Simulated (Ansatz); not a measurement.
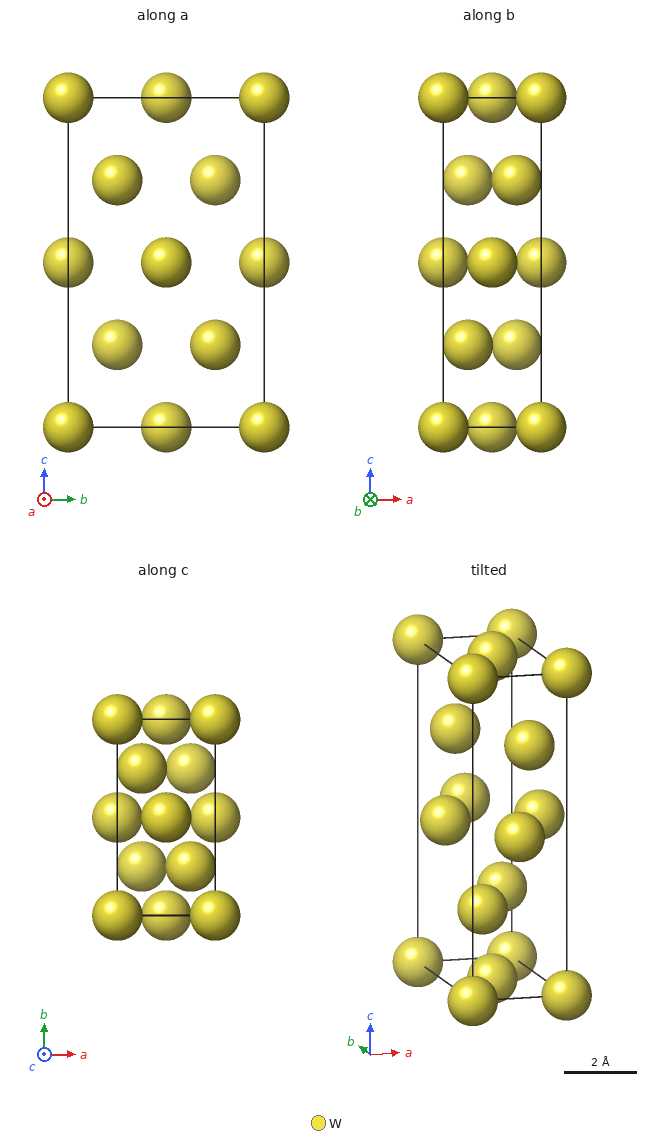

The figure gives a spheres-only picture of the atoms, viewed along the a axis, along the b axis, along the c axis and slightly off an axis. The outline marks the conventional unit cell.

Lattice parameters: a = 2.7514 Å, b = 5.5189 Å, c = 9.2754 Å, α = 90.000°, β = 90.000°, γ = 90.000°.

### Put the structure into a CIF with its space group and independent sites.

```cif
data_structure
_symmetry_space_group_name_H-M 'F d d d :1'
_symmetry_Int_Tables_number 70
_cell_length_a 2.7514
_cell_length_b 5.5189
_cell_length_c 9.2754
_cell_angle_alpha 90.000
_cell_angle_beta 90.000
_cell_angle_gamma 90.000
_cell_volume 140.85
loop_
_atom_site_label
_atom_site_type_symbol
_atom_site_symmetry_multiplicity
_atom_site_Wyckoff_symbol
_atom_site_fract_x
_atom_site_fract_y
_atom_site_fract_z
_atom_site_occupancy
W1 W 8 a 0.2500 0.7500 0.7500 1
```

The structure comes from a structure type filled with this element by a generator (whether the element takes this form wasn't checked). Earlier steps of the study may have refined or changed the cell and positions. Ansatz was used for an electronic-structure calculation on it.

At this level of theory the cell isn't at rest (stretched, at -28 GPa), so its distances can differ from those at equilibrium, the more so the softer the solid.
